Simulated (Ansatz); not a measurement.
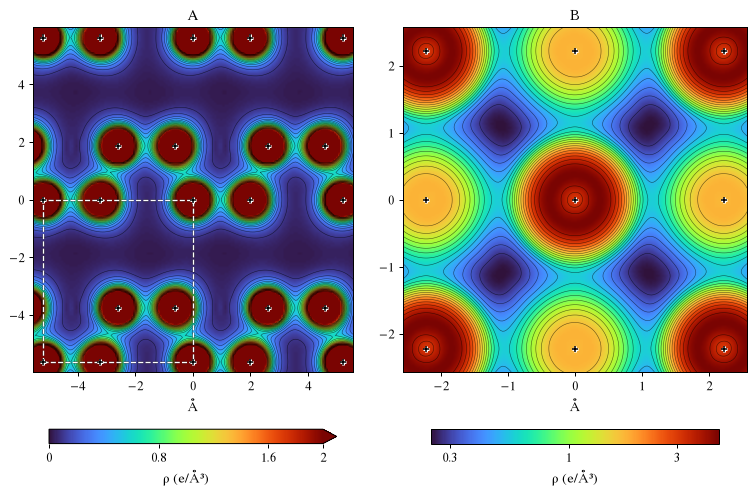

The valence charge density (pseudo) of 2 systems, each on a plane through atoms (crosses mark nuclei in the plane).

Level of theory: Ansatz, DFT LDA, scalar-relativistic, plane waves, PAW.

System 1: ZnO, the (110) plane of the conventional cell. Space group P6₃mc; computed pressure about −7 GPa in this cell.

System 2: TaC, the (100) plane of the conventional cell. Space group Fm-3m; changed on purpose from its base cell (volume × 1.02, shape and atoms relaxed); computed pressure about −7 GPa in this cell; computed without spin polarisation.

```
Ta C
1.0
     4.44368    0.00000    0.00000
     0.00000    4.44368    0.00000
     0.00000    0.00000    4.44368
Ta C
4 4
Direct
  0.00000 0.00000 0.00000
  0.50000 0.50000 0.00000
  0.50000 0.00000 0.50000
  0.00000 0.50000 0.50000
  0.50000 0.00000 0.00000
  0.00000 0.50000 0.00000
  0.00000 0.00000 0.50000
  0.50000 0.50000 0.50000
```

**Match each panel to its system.**

Panel A is system 1, ZnO: the plane holds Zn and O. Zn–O (1.97 Å): ρ is about 0.61 e/Å³ halfway. Panel B is system 2, TaC: the plane holds Ta and C. Ta–C (2.22 Å): ρ at the midpoint is about 0.58 e/Å³.
